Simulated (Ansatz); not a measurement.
**ZnO$_{2}$: single-point calculation**

ZnO$_{2}$ (Pa-3, 12 atoms in the cell), computed with DFT PBEsol, scalar-relativistic, plane waves, PAW, no spin polarisation (Ansatz 0.2.0).

The structure derives from a Materials Project entry.

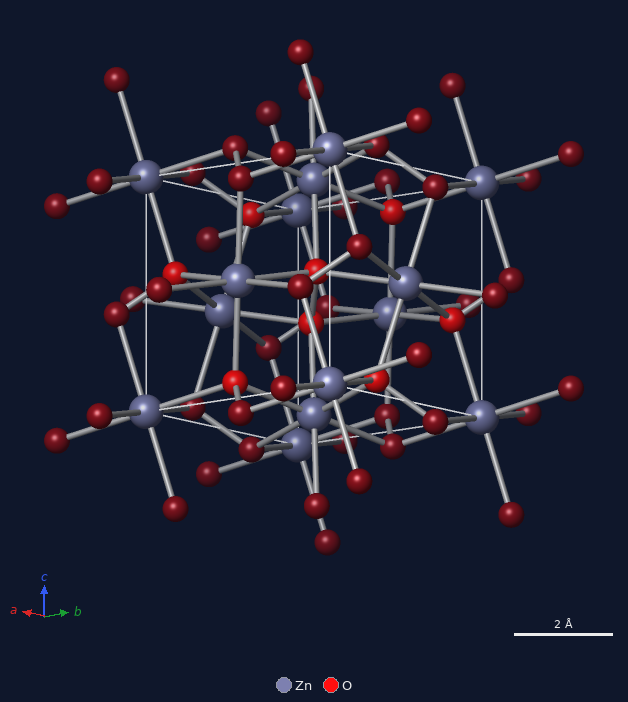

The structure (ball-and-stick view of the cell of the calculation, seen at an oblique angle; neighbours outside the cell are drawn fainter). An atom can appear more than once, as a periodic image.

## Input
```yaml
crystal:
  lattice:
    - [4.8687926729, 0.0, 0.0]
    - [0.0, 4.8687926729, 0.0]
    - [0.0, 0.0, 4.8687926729]
  atoms:
    - { symbol: Zn, position: [0.0, 0.5, 0.5] }
    - { symbol: Zn, position: [0.5, 0.5, 0.0] }
    - { symbol: Zn, position: [0.5, 0.0, 0.5] }
    - { symbol: Zn, position: [0.0, 0.0, 0.0] }
    - { symbol: O, position: [0.4124792396, 0.0875207604, 0.9124792396] }
    - { symbol: O, position: [0.0875207604, 0.9124792396, 0.4124792396] }
    - { symbol: O, position: [0.9124792396, 0.4124792396, 0.0875207604] }
    - { symbol: O, position: [0.5875207604, 0.5875207604, 0.5875207604] }
    - { symbol: O, position: [0.4124792396, 0.4124792396, 0.4124792396] }
    - { symbol: O, position: [0.0875207604, 0.5875207604, 0.9124792396] }
    - { symbol: O, position: [0.9124792396, 0.0875207604, 0.5875207604] }
    - { symbol: O, position: [0.5875207604, 0.9124792396, 0.0875207604] }
basis:
  ecutwfc: 420
kpoints:
  mp_grid: { grid: [6, 6, 6] }
hamiltonian:
  xc: pbesol
scf:
  occupations: { method: gaussian, width: 0.05 }
output:
  forces: true
  stress: true
  eigenvalues: true
  write_density: true
  write_potential: true
  elf: true
  volumetric_format: npy
```

Hardware: 2 threads of Arm Neoverse V1, 24 GiB of memory available, shared host.

Launched with:
```bash
ansatz run input.yaml --threads 2 --pin off --max-ram 5120MiB --backend cpu --events-out ev --progress --plain --runs-dir out
```

## What the program printed
```
Engine: ansatz 0.2.0, aarch64-unknown-linux-gnu
Pseudopotentials: kind: paw
Pseudopotential: Zn, paw, valence charge 12, recommended cutoff 420 eV (normal), Zn.paw.azcp
Pseudopotential: O, paw, valence charge 6, recommended cutoff 420 eV (normal), O.paw.azcp
Functional definition: PBEsol
  exchange = pbesol_x
  correlation = pbesol_c
Crystal: 12 atoms, lattice volume = 115.415 Å³
Basis set: ecut = 420 eV, 2301 PW (Γ), exchange–correlation on 72×72×72 points (8 copies of the dense FFT grid, shifted against one another)
Bands: 60, of which v1, the nominal top of the filled ones, is band 48 counted from 1 (47 counted from 0)
Symmetry: 24 space group operations
Space group: Pa-3 (ITA 205), of the structure as read, at distance tolerance 4.9e-5 Å
k-points: 24 of 216
Non-local potential: Zn, projectors of the file, l = 0: 2, l = 1: 2, l = 2: 3, l = 3: 1
Non-local potential: O, projectors of the file, l = 0: 2, l = 1: 2, l = 2: 1
PAW form: soft (Blöchl's): semilocal exchange-correlation on the pseudo side does not see the compensation charge
PAW frozen core: Zn, regenerated for the run's functional, and the local potential with it (the file was generated under x = pbe(κ = 0.804, μ = 0.2195149727645171), c = pbe(β = 0.06672455060314922))
PAW frozen core: O, regenerated for the run's functional, and the local potential with it (the file was generated under x = pbe(κ = 0.804, μ = 0.2195149727645171), c = pbe(β = 0.06672455060314922))
PAW one-centre angular grid: Zn, 590 points (default); XC on 64 Gauss nodes
PAW one-centre angular grid: O, 110 points (default); XC on 64 Gauss nodes
Initial density: superposition of atomic densities (neutral atoms: chi_scale 0, normalization atom), corrected by the library's trained network
Initial wavefunctions: pseudopotential atomic-orbital guess
Functional: x = pbesol(κ = 0.804, μ = 0.12345679012345678), c = pbesol(β = 0.046)
SCF iter   1: F=—  HF=-17599.559079 eV  |F-HF|=—  |Δ(HF+E_count)|=         —  Δρ=1.80e-2  dr2=2.98e-1  ethr=1.77e-3  ⟨swp⟩=6.4  Hψ=5529  notcnv=0  defer=33
preconditioner: auto → Resta (q_TF=auto, 2.646 Å⁻¹)  ε∞=7.4  [insulator: Δε(μ)=2.167 eV  Ē_g=13.416 eV  σ=0.050 eV  W_gap=1.00  n_scr=32 (ndim 8)  ℏωp=33.9 eV  f_vac=0.003  D(μ)=0.00/eV (n_scr^D=0)  ε∞_Penn≈7.4]
SCF iter   2: F=—  HF=-17599.483561 eV  |F-HF|=—  |Δ(HF+E_count)|=   7.55e-2  Δρ=6.48e-3  dr2=4.97e-2  ethr=3.10e-4  ⟨swp⟩=3.0  Hψ=2836  notcnv=0  defer=151
SCF iter   3: F=—  HF=-17599.470469 eV  |F-HF|=—  |Δ(HF+E_count)|=   1.31e-2  Δρ=1.45e-3  dr2=1.48e-3  ethr=5.18e-5  ⟨swp⟩=2.1  Hψ=2403  notcnv=0  defer=151
SCF iter   4: F=—  HF=-17599.470369 eV  |F-HF|=—  |Δ(HF+E_count)|=   1.00e-4  Δρ=2.06e-4  dr2=3.73e-5  ethr=1.55e-6  ⟨swp⟩=2.7  Hψ=2399  notcnv=0  defer=151
SCF iter   5: F=—  HF=-17599.470368 eV  |F-HF|=—  |Δ(HF+E_count)|=   5.21e-7  Δρ=1.70e-4  dr2=1.71e-5  ethr=3.89e-8  ⟨swp⟩=2.0  Hψ=2328  notcnv=0  defer=151
SCF iter   6: F=—  HF=-17599.470366 eV  |F-HF|=—  |Δ(HF+E_count)|=   2.26e-6  Δρ=5.13e-5  dr2=1.88e-6  ethr=1.78e-8  ⟨swp⟩=2.0  Hψ=2000  notcnv=0  defer=151
SCF iter   7: F=-17599.470367 eV  HF=-17599.470367 eV  |F-HF|=3.49e-8  |Δ(HF+E_count)|=   6.21e-7  Δρ=9.18e-6  dr2=8.52e-8  ethr=1.04e-10  ⟨swp⟩=11.8  Hψ=10689  notcnv=0
SCF 1 converged in 7 iterations: F = -17599.470367 eV  dr2 = 8.52e-8
  greatest PAW one-centre occupation: 0.994 electrons in one spin orbital (limit 2), on the Zn atom at site 1 (counted from 0), in its partial waves of l = 2
SCF converged after 7 iterations
Free energy (F): -17599.470367 eV
Harris-Foulkes:  -17599.470367 eV  (|F-HF|=3.49e-8)
Internal energy: -17599.470367 eV  (E = F + TS)
E sigma→0 (E₀):  -17599.470367 eV
Fermi energy:    10.028933 eV
--- Per-component energies (eV) ---
  E_band       = 157.621103
  E_kinetic    = 1910.642209
  E_local      = -8545.476367  (includes V_loc(G=0)·N_el)
  E_nonlocal   = 2879.625665
  E_hartree    = 3382.836888
  E_xc         = -1115.581531
  E_vxc        = -945.537120  (∫ρ·V_xc dr)
  E_paw        = -8403.211927  (= ΣΔE_a)
  E_vpaw       = -1907.344574  (= ΣTr[D̂ρ^β])
  E_aug_tail   = 0.017499  (compensation charges beyond the density's cutoff)
  E_ewald      = -7711.794526
  E_core_change = 3.471723  (= ΣΔE_core)
  E_smearing   = -0.000000  (= −TS)
  E_closure    = -0.000000  (closes the sum)
  Σ components = -17599.470367   (vs F -17599.470367, Δ=0.00e0)
--- Forces (eV/Å), atoms counted from 1 ---
  atom   1  Zn     0.00000000    -0.00000000     0.00000000
  atom   2  Zn     0.00000000    -0.00000000    -0.00000000
  atom   3  Zn     0.00000000    -0.00000000    -0.00000000
  atom   4  Zn     0.00000000    -0.00000000     0.00000000
  atom   5  O      0.00038753    -0.00038753     0.00038753
  atom   6  O     -0.00038753     0.00038753     0.00038753
  atom   7  O      0.00038753     0.00038753    -0.00038753
  atom   8  O     -0.00038753    -0.00038753    -0.00038753
  atom   9  O      0.00038753     0.00038753     0.00038753
  atom  10  O     -0.00038753    -0.00038753     0.00038753
  atom  11  O      0.00038753    -0.00038753    -0.00038753
  atom  12  O     -0.00038753     0.00038753    -0.00038753
  max |Σ_I F_I| component: 2.44e-18 eV/Å
--- Stress (GPa, compression-positive) ---
       -0.004657       0.000000       0.000000
        0.000000      -0.004657       0.000000
        0.000000       0.000000      -0.004657
  P = ⅓ Tr σ = -0.0047 GPa (-0.047 kbar)
--- Band table (eV; the first three rows and the last of 24) ---
  k-point 0: bands = ["-13.7845", "-13.0088", "-13.0088", "-13.0088", "-7.1203", "-7.1203", "-7.1203", "-6.7030", "1.0121", "1.0121", "1.0121", "1.0367", "2.0704", "2.0704", "2.0704", "2.7863", "2.7863", "2.7863", "2.8764", "2.8764", "2.9863", "2.9863", "3.5228", "3.5228", "3.5228", "3.5688", "3.5688", "3.5688", "3.7283", "3.7283", "3.7416", "3.7416", "3.7416", "3.7691", "4.0105", "4.0105", "4.0105", "4.0399", "4.0399", "4.0399", "5.6818", "5.6818", "5.6818", "8.6150", "8.6150", "8.6150", "8.9147", "8.9147", "11.8337", "12.1889", "12.1889", "12.1889", "12.3606", "15.9567", "15.9567", "15.9567", "18.9811", "18.9811", "18.9811", "20.0783"]
  k-point 1: bands = ["-13.7328", "-13.0600", "-13.0019", "-13.0019", "-7.1325", "-7.1271", "-7.1112", "-6.7527", "0.9147", "0.9486", "0.9837", "1.0327", "1.9548", "2.0211", "2.1302", "2.4749", "2.7584", "2.7687", "2.8120", "2.8957", "2.9536", "3.0617", "3.2765", "3.4164", "3.5387", "3.5532", "3.5609", "3.7126", "3.7351", "3.7374", "3.7406", "3.7758", "3.7822", "3.8015", "4.0065", "4.0240", "4.1640", "4.2805", "4.3427", "4.5205", "5.6429", "5.8948", "5.9099", "8.4681", "8.4895", "8.6125", "8.6164", "8.8844", "11.3641", "12.0885", "12.1730", "12.3570", "12.8694", "15.7430", "15.8752", "15.9340", "18.9444", "18.9771", "18.9800", "19.0554"]
  k-point 2: bands = ["-13.5907", "-13.2012", "-12.9880", "-12.9879", "-7.1529", "-7.1435", "-7.0743", "-6.8706", "0.7056", "0.7539", "0.9429", "1.0406", "1.8534", "2.0352", "2.1333", "2.2508", "2.6206", "2.6944", "2.7284", "2.9053", "2.9538", "3.1754", "3.2069", "3.2137", "3.5320", "3.5528", "3.5710", "3.6589", "3.7394", "3.7401", "3.7642", "3.8148", "3.9050", "3.9343", "4.0281", "4.0929", "4.3480", "4.4075", "4.8579", "5.3272", "5.6837", "6.5272", "6.5736", "7.7959", "8.0404", "8.1012", "8.6382", "8.8021", "11.1819", "11.7952", "12.1576", "12.3067", "13.6889", "15.1721", "15.7253", "15.8388", "18.3859", "18.9076", "18.9912", "19.0884"]
  k-point 23: bands = ["-13.1305", "-13.1305", "-13.1305", "-13.1305", "-7.2866", "-7.2866", "-7.2866", "-7.2866", "0.9329", "0.9329", "0.9329", "0.9329", "1.8005", "1.8005", "1.8005", "1.8005", "1.9867", "1.9867", "1.9867", "1.9867", "3.6082", "3.6082", "3.6082", "3.6082", "3.6577", "3.6577", "3.6577", "3.6577", "3.7440", "3.7440", "3.7440", "3.7440", "4.7782", "4.7782", "4.7782", "4.7782", "6.2703", "6.2703", "6.2703", "6.2703", "6.5670", "6.5670", "6.5670", "6.5670", "6.7553", "6.7553", "6.7553", "6.7553", "12.4651", "12.4651", "12.4651", "12.4651", "15.5054", "15.5054", "15.5054", "15.5054", "15.8673", "15.8673", "15.8673", "15.8673"]
```

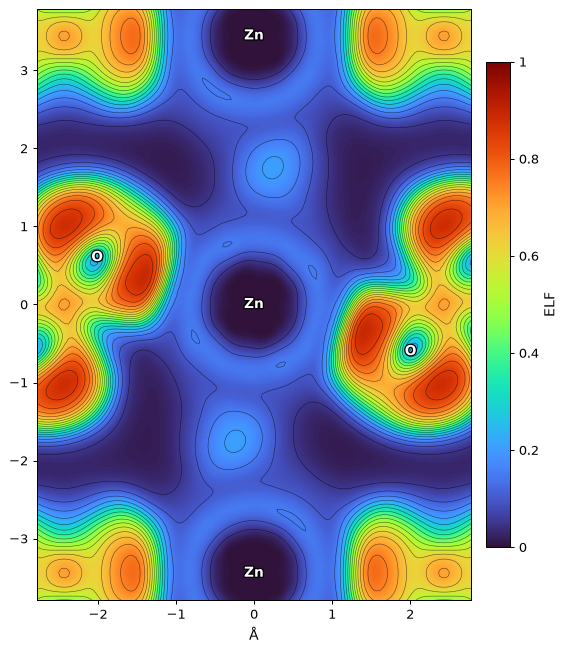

Electron localisation function on the (011) plane of the conventional cell. Zn–O (2.10 Å): the ELF is about 0.20 at the midpoint. Core electrons are frozen (PAW), so the fields are smoothed inside the atomic spheres.

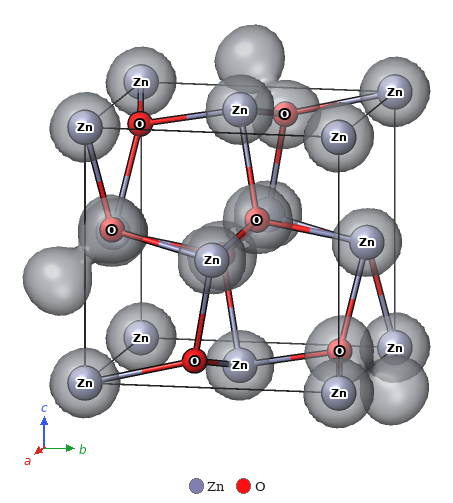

Isosurface of the valence charge density (pseudo) at 1.5 e/Å³ (grey), seen slightly off an axis. Sticks mark near contacts. The outline is the cell set on symmetry axes. At this value the density breaks into separate islands; it holds about 65 % of the electrons treated as valence. It is pinched off along the Zn–O (2.10 Å) contacts. On the grid the lowest density along these lines, outside the cores, is 1.8 e/Å³ (O–O, 1.48 Å) and 0.46 e/Å³ (Zn–O, 2.10 Å).

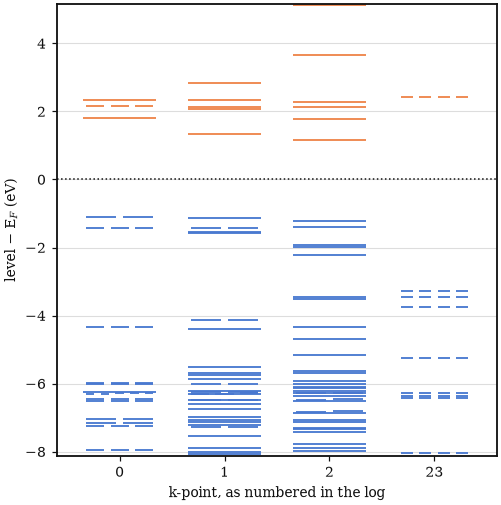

Kohn–Sham levels near the Fermi level (dotted) at the few k-points that the log prints; levels within 0.02 eV of each other stand side by side. Among these points the highest filled and lowest empty levels are 2.27 eV apart; the gap on the full mesh, 2.23 eV, has an edge at a point that isn't printed.

## Results in brief

```csv
quantity,value
outcome,converged
space group (tolerance 0.01 Å),Pa-3 (205)
electrons treated,96
free energy,−17599.4704 eV
Fermi energy,10.029 eV
gap on the k-point mesh,2.23 eV
pressure,0.00 GPa
largest force (length of the vector),0.001 eV/Å
wall time,8.2 s (CPU time 16 s)
peak memory,0.46 GiB
```
